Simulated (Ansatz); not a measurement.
Input

```
crystal:
  lattice:
    - [3.6869103465, 0.0, 0.0]
    - [-1.8434551732, 3.1929580215, 0.0]
    - [0.0, 0.0, 6.0534967868]
  atoms:
    - { symbol: Zn, position: [0.3275311763, 0.6666666667, 0.0054424479] }
    - { symbol: Zn, position: [0.6724688237, 0.3333333333, 0.5054424479] }
    - { symbol: S, position: [0.3191853083, 0.6666666667, 0.3795575521] }
    - { symbol: S, position: [0.6808146917, 0.3333333333, 0.8795575521] }
basis:
  ecutwfc: 520.0
kpoints:
  mp_grid: { grid: [9, 9, 6] }
hamiltonian:
  xc: pbesol
  pseudopotentials: { kind: paw }
scf:
  occupations: { method: gaussian, width: 0.05 }
output:
  forces: true
  stress: true
  eigenvalues: true
  write_density: true
  write_potential: true
  elf: true
  volumetric_format: npy
```

Launched as:

```sh
ansatz run input.yaml --threads 1 --pin off --max-ram 2048MiB --backend cpu --events-out ev --progress --plain --runs-dir out
```

Below, planes, directions and counts refer to the conventional cell (a = 3.69 Å, b = 6.05 Å, c = 3.69 Å, α = 90.00°, β = 120.00°, γ = 90.00°).

Space group P2₁; changed on purpose from its base cell (mode 10 frozen in at -0.053 Å, equal normal strain along x, y and z -0.0250); not relaxed (largest force 0.7 eV/Å); computed pressure about 7 GPa in this cell.

Computed with DFT PBEsol, scalar-relativistic, plane waves, PAW (Ansatz).

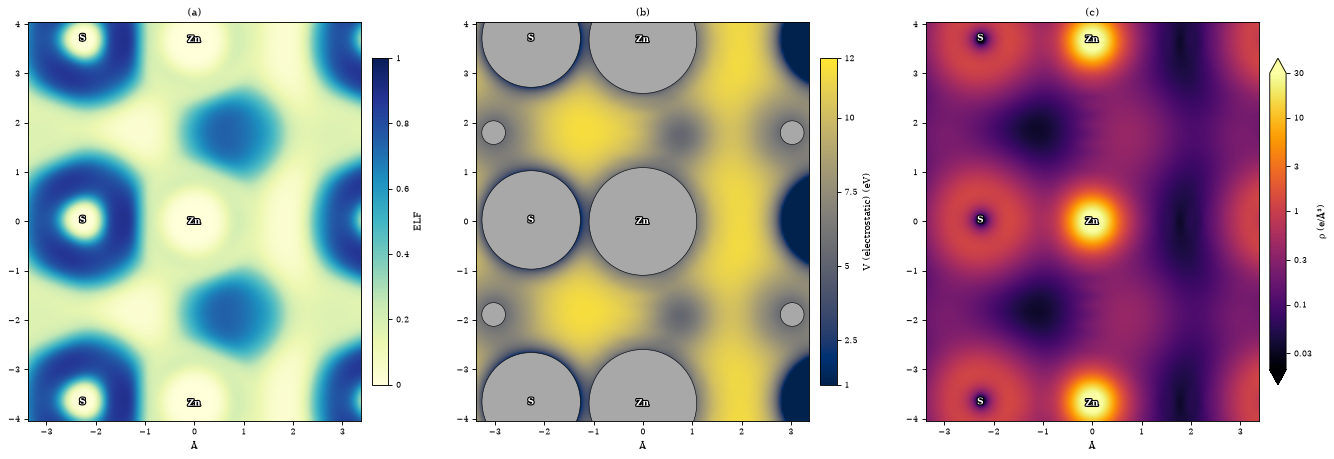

ZnS. (a) ELF; (b) electrostatic potential (local pseudopotential plus Hartree) felt by an electron; (c) valence electron density on the (101̄) plane of the conventional cell. Grey discs cover the atomic cores in the potential map.

Read the bonding off the picture.

Atoms in the plane: Zn and S. Zn–S (2.26 Å): ρ at the midpoint is about 0.56 e/Å³; the ELF peaks at about 0.90 in the valence shell of S, 0.8 Å from its nucleus, and is about 0.55 at the midpoint. Between the atoms the lowest density in this plane is 0.03 e/Å³. Outside the cores the potential energy rises away from the atoms and is highest about 2.1 Å from the nearest atoms; its zero is arbitrary.
